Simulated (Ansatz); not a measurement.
The calculation's input:

```
crystal:
  lattice:
    - [5.609497607, 0.0, 0.0]
    - [0.0, 5.609497607, 0.0]
    - [0.0, 0.0, 3.2793347528]
  atoms:
    - { symbol: Zn, position: [0.1830501598, 0.1830523868, 0.5] }
    - { symbol: Zn, position: [0.8169472775, 0.8169495044, 0.5] }
    - { symbol: Zn, position: [0.6830526119, 0.316949348, 0.0] }
    - { symbol: Zn, position: [0.3169497295, 0.6830522304, 0.0] }
    - { symbol: O, position: [0.8097543092, 0.1902591116, 0.5] }
    - { symbol: O, position: [0.1902819029, 0.8097315179, 0.5] }
    - { symbol: O, position: [0.6902461431, 0.6902613927, 0.0] }
    - { symbol: O, position: [0.3097185493, 0.309733799, 0.0] }
basis:
  ecutwfc: 520.0
kpoints:
  mp_grid: { grid: [6, 6, 8] }
hamiltonian:
  xc: pbe
  pseudopotentials: { kind: paw, azcp: { folder: soft_1 } }
scf:
  occupations: { method: gaussian, width: 0.05 }
output:
  forces: true
  stress: true
  eigenvalues: true
  write_density: true
  write_potential: true
  elf: true
  volumetric_format: npy
```

Command:

```sh
ansatz run input.yaml --threads 4 --pin off --max-ram 8192MiB --backend cpu --events-out ev --progress --plain --runs-dir out
```

Below, planes, directions and counts refer to the conventional cell (a = 5.61 Å, b = 5.61 Å, c = 3.28 Å, α = 90.00°, β = 90.00°, γ = 90.00°).

Space group P4₂/mnm; a structure from a database of computed crystals, not necessarily the ambient phase; not relaxed (largest force 0.8 eV/Å); PAW files of the earlier set (soft_1).

Level of theory: DFT PBE, scalar-relativistic, plane waves, PAW in Ansatz 0.2.0.

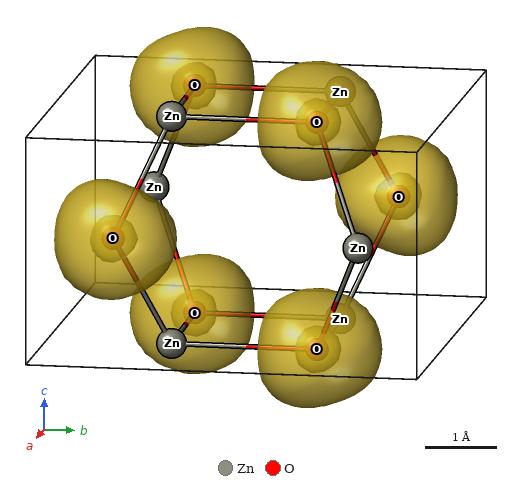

ZnO. Isosurface of the ELF at 0.65 (yellow), seen at an oblique angle. Only the valence region is drawn (cores and ρ < 0.01 e/Å³ removed). Sticks mark near contacts.

Core electrons are frozen (PAW), and the valence fields are smoothed inside the atomic spheres.

**Where are the electrons localised?**

At this value the surface marks out four regions wrapped around O (the valence shell of each), counted in one cell of 8 atoms. Any copies at cell faces, edges or corners count once. Along the contacts the grid gives the following. Zn–O (1.92 Å): the ELF peaks at about 0.85 in the valence shell of O, 0.6 Å from its nucleus, and is about 0.25 at the midpoint (no localised pair shows between them). Zn–O (2.09 Å): the ELF peaks at about 0.85 in the valence shell of O, 0.6 Å from its nucleus, and is about 0.20 at the midpoint: no shared electron pair shows on this line.
